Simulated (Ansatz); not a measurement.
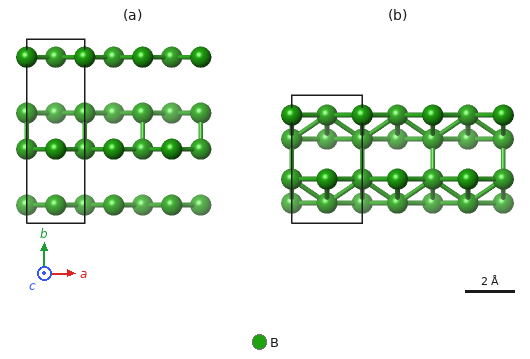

The structure of solid B (built on the black phosphorus_64 type) (coarse preliminary run) before (left) and after (right) a relaxation, at one scale.

A ball-and-stick model of the conventional cell (2 times the calculation's cell), repeated 3 × 1 × 1 with one cell outlined, seen along the c axis. Lengths and directions refer to the drawn axes.

Case: black phosphorus type (Cmce, No. 64).

Computed with DFT PBEsol, scalar-relativistic, plane waves, PAW (Ansatz 0.2.0). Set-up: plane-wave cutoff 420 eV; k-point mesh 8 × 8 × 6; occupations gaussian; smearing width 0.1 eV; no spin polarisation; cell and atoms relaxed; force threshold 0.04 eV/Å; at most 70 steps.

What changed between the two?

After 13 accepted moves (15 points after the start) the energy has fallen by 1493 meV per atom. The largest force component goes from 2.2 to 0.00079 eV/Å. The pressure goes from 40.24 to 0.01 GPa. The SCF was repeated twice at an unchanged geometry on a basis and grid sized afresh for the cell, which shifted the energy by 10.3 meV per atom at most. The largest moves relative to the cell, 0.31 Å, are those of B atoms. Cell: a 2.405 → 2.924 Å (+21.6 %), b 7.630 → 5.308 Å (−30.4 %), c 3.183 → 3.251 Å (+2.1 %). Volume −13.6 %. Among the contacts that change: B–B 2.813 → 1.905 Å, B–B 2.675 → 1.863 Å, B–B 1.576 → 1.793 Å, B–B 1.601 → 1.760 Å. New bonds form: B–B (2.67 → 1.86 Å), B–B (2.81 → 1.91 Å). Bond angles that change, for instance: B–B–B 99.5° → 109.2°, B–B–B 103.4° → 101.1°. The space group stays Cmce (No. 64).
